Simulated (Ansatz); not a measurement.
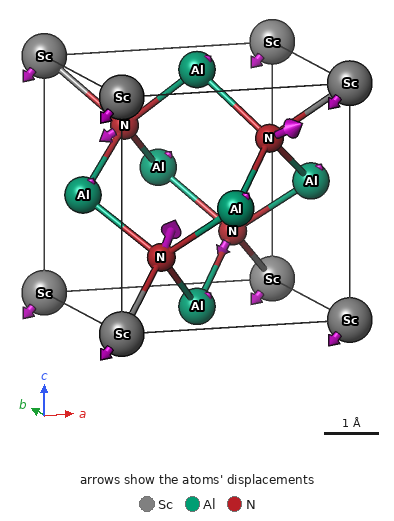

Phonons of a crystal of ScAl₃N₄ (a generated structure), space group P-43m (No. 215), at the zone centre. The optical levels lie at 268 (×3), 329 (×3), 500 (×3), 569 (×3), 584 (×3), 592 (×3), 644 (×2), 697 cm⁻¹. One mode is drawn. Displacements are drawn as purple arrows; their common scale and sign are arbitrary. A ball-and-stick model of the cell of the calculation, seen slightly off an axis.

The calculation used DFT PBE, scalar-relativistic, plane waves, PAW in Ansatz 0.2.0. Settings: plane-wave cutoff 420 eV; k-point mesh 6 × 6 × 6; occupations fixed; no spin polarisation.

Frequencies are those without the non-analytic (LO–TO) term.

Which of these frequencies is the drawn mode's?

Answer. The level at 592 cm⁻¹. This is the T₂ mode (triply degenerate; one member of the set is drawn), optical level 6 of 8, counted from below, infrared- and Raman-active by symmetry. It stretches the N–Sc bonds (2.06 Å); the kinetic energy is shared as N 80 %, Sc 16 %, Al 4 %. Its infrared intensity is 4.8 (D/Å)²/amu for the set.
